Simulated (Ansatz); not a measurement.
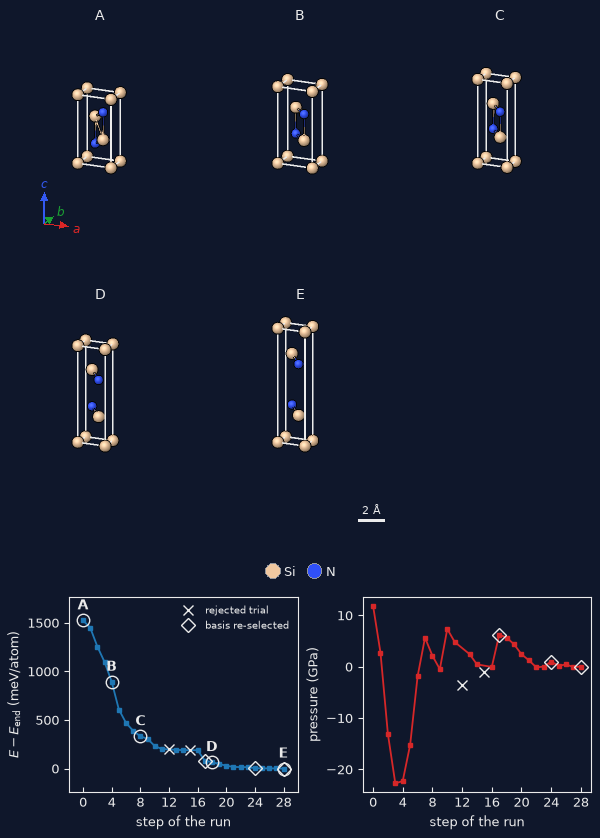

Frames of a relaxation of a crystal of Si3N2 (built on the A-type sesquioxide_164 type) (coarse preliminary run), marked on the history of the run. The picture is a ball-and-stick view of the cell of the calculation, seen slightly off an axis.

Case: anti-A-type sesquioxide type (P-3m1, No. 164).

The calculation used DFT PBE, scalar-relativistic, plane waves, PAW in Ansatz. Settings: plane-wave cutoff 420 eV; k-point mesh 6 × 6 × 4; occupations gaussian; smearing width 0.1 eV; no spin polarisation; cell and atoms relaxed; force threshold 0.04 eV/Å; at most 70 steps.

Q: Describe the path.

A: The energy falls by 1525 meV per atom in 23 accepted moves (28 points after the start). Largest force component: 0.99 eV/Å at the start, 0.013 eV/Å at the end. The pressure goes from 11.91 to 0.04 GPa. The line search rejected the trial steps at points 12, 15 of the run. At 3 points the geometry stayed and the basis and grid were re-selected for the new cell (energy shift of 108 meV per atom at most each time). The largest moves relative to the cell, 1.02 Å, are those of Si atoms. Largest moves by element: Si 1.02 Å, N 0.58 Å. The drawn cell changes as follows: a = b 3.494 → 2.863 Å (−18.1 %), c 5.436 → 9.043 Å (+66.4 %); the volume changes by +11.7 %. Some distances before and after: Si–Si 2.560 → 4.947 Å, N–Si 2.174 → 4.062 Å, N–Si 2.417 → 3.244 Å, Si–Si 3.494 → 2.863 Å. Bonds break: N–Si (2.17 → 4.06 Å), Si–Si (2.56 → 4.95 Å). Bond angles that change, for instance: Si–N–Si 112.3° → 109.0°, N–Si–N 112.3° → 109.0°. The space group stays P-3m1 (No. 164). From step 0 to 4: N atoms move most (0.62 Å), volume +21.2 %, energy −632 meV per atom. From step 4 to 8: N atoms move most (0.20 Å), volume −21.2 %, energy −561 meV per atom. From step 8 to 18: Si atoms move most (0.35 Å), energy −266 meV per atom. From step 18 to 28: N atoms move most (0.35 Å), volume +16.9 %, energy −66.3 meV per atom.

| step | E − E(0), meV/atom | largest force component, eV/Å | pressure, GPa | volume, Å³/atom | note |
| --- | --- | --- | --- | --- | --- |
| 0 | 0.00 | 0.9907 | 11.91 | 11.494 |  |
| 1 | -74.49 | 1.3404 | 2.78 | 12.323 |  |
| 2 | -269.45 | 2.7969 | -13.06 | 13.812 |  |
| 3 | -427.41 | 2.9557 | -22.72 | 14.517 |  |
| 4 | -631.73 | 2.4331 | -22.24 | 13.928 |  |
| 5 | -916.89 | 0.6861 | -15.19 | 12.674 |  |
| 6 | -1054.60 | 0.9571 | -1.88 | 11.517 |  |
| 7 | -1136.10 | 1.6440 | 5.67 | 10.967 |  |
| 8 | -1192.57 | 0.7590 | 2.15 | 10.981 |  |
| 9 | -1217.77 | 0.7720 | -0.47 | 10.943 |  |
| 10 | -1292.30 | 0.6989 | 7.37 | 10.397 |  |
| 11 | -1322.74 | 0.5657 | 4.84 | 10.559 |  |
| 12 | -1320.06 | 0.6551 | -3.48 | 11.135 | rejected |
| 13 | -1331.56 | 0.1449 | 2.47 | 10.716 |  |
| 14 | -1335.21 | 0.0786 | 0.47 | 10.855 |  |
| 15 | -1335.03 | 0.1225 | -0.97 | 10.919 | rejected |
| 16 | -1335.35 | 0.0060 | -0.03 | 10.883 |  |
| 17 | -1443.84 | 0.1562 | 6.25 | 10.883 | same geometry, new basis |
| 18 | -1458.84 | 0.1258 | 5.70 | 10.981 |  |
| 19 | -1477.21 | 0.0811 | 4.37 | 11.165 |  |
| 20 | -1495.68 | 0.1746 | 2.46 | 11.441 |  |
| 21 | -1506.99 | 0.1686 | 1.26 | 11.843 |  |
| 22 | -1510.01 | 0.0413 | -0.11 | 12.131 |  |
| 23 | -1510.00 | 0.0065 | 0.04 | 12.161 |  |
| 24 | -1520.46 | 0.0049 | 1.02 | 12.161 | same geometry, new basis |
| 25 | -1522.71 | 0.0130 | 0.21 | 12.492 |  |
| 26 | -1523.01 | 0.0414 | 0.46 | 12.607 |  |
| 27 | -1522.84 | 0.0101 | -0.06 | 12.837 |  |
| 28 | -1525.18 | 0.0132 | 0.04 | 12.837 | same geometry, new basis |
